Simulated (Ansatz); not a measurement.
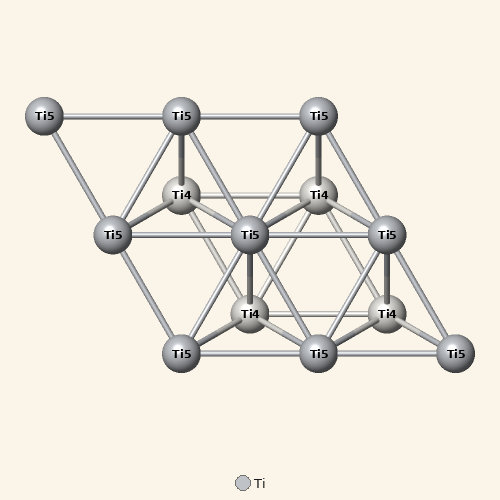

The system is O on a Ti(001) slab cut from the P6_3/mmc phase, its upper half relaxed before the scan (5 atoms of substrate and one adsorbate in a 1 × 1 cell); the picture shows it without the atoms that are moved over the map. 
- O is moved over the surface cell; relaxed at each place: the height of the adsorbate's atoms; substrate rigid; the origin of the map has the adsorbate above Ti5.
- Places are given modulo a cell vector. The map is drawn in real space over the plane of the surface.
- The scan uses a 6 × 6 grid; 10 points were computed and 26 follow by symmetry.
- Energies: eV, counted from the lowest grid point.
- With one adsorbate in each 1 × 1 cell, its nearest image is 2.9 Å away, so neighbouring adsorbates interact. The runs have no spin polarisation; a magnetic state may lie lower.
- Theory: Ansatz, DFT PBE, scalar-relativistic, plane waves, PAW. Settings: cutoff 420 eV, k-mesh 9×9×1, gaussian smearing 0.1 eV, no spin polarisation.

Range: position of O6 along the first surface vector from 0.000 to 0.833; position of O6 along the second surface vector from 0.000 to 0.833.

**What will the energy surface look like?**

The lowest grid point is at a threefold hollow, (2/6, 4/6) of the cell vectors. There is a further well near a threefold hollow over a second-layer Ti atom, (4/6, 2/6) of the cell vectors (0.18 eV above the lowest at that grid point). The highest grid point, the top site over a surface Ti atom, (0/6, 0/6) of the cell vectors, lies 2.58 eV above the lowest. On the interpolated surface the easiest way out of the lowest well to the well at a threefold hollow over a second-layer Ti atom, (4/6, 2/6) of the cell vectors passes a barrier of about 0.58 eV. At the lowest point the adsorbate has 3 Ti at 1.92 Å as nearest neighbours, at the highest 1 Ti at 1.61 Å. Its relaxed height above the top atom is 0.91 Å at the lowest and 1.61 Å at the highest point.

| second ↓, first → | 0/6 | 1/6 | 2/6 | 3/6 | 4/6 | 5/6 |
| --- | --- | --- | --- | --- | --- | --- |
| 5/6 | 2.32 | 1.79 | 0.62 | 0.62 | 1.79 | 2.32 |
| 4/6 | 1.53 | 0.62 | 0.00 | 0.62 | 1.53 | 1.83 |
| 3/6 | 0.56 | 0.62 | 0.62 | 0.56 | 0.75 | 0.75 |
| 2/6 | 1.53 | 1.79 | 1.53 | 0.75 | 0.18 | 0.75 |
| 1/6 | 2.32 | 2.32 | 1.83 | 0.75 | 0.75 | 1.83 |
| 0/6 | 2.58 | 2.32 | 1.53 | 0.56 | 1.53 | 2.32 |

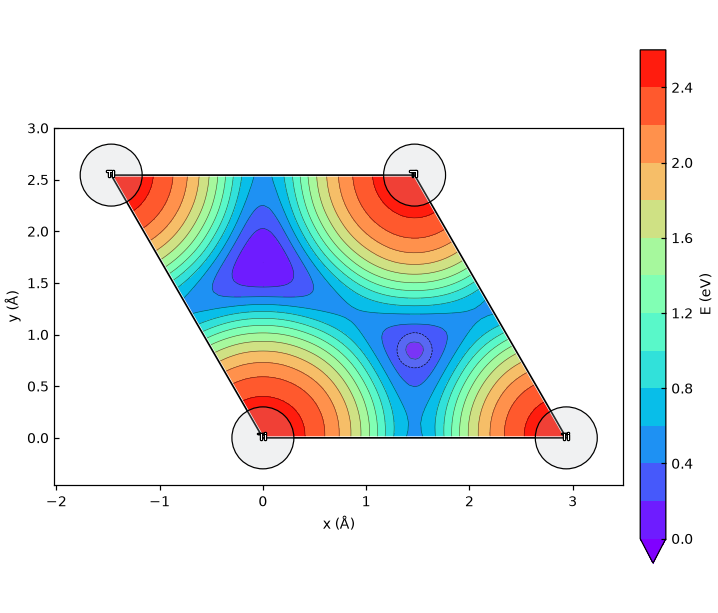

In the figure: filled contours, labelled circles for the atoms of the top layer and small ones for the second layer, the outline of one cell of the plane. Between grid points the surface is interpolated.

The whole map (10 points run) took 25 min on 1 thread of Arm Neoverse V1, with other jobs on the host.

PAW datasets: the set soft_1.
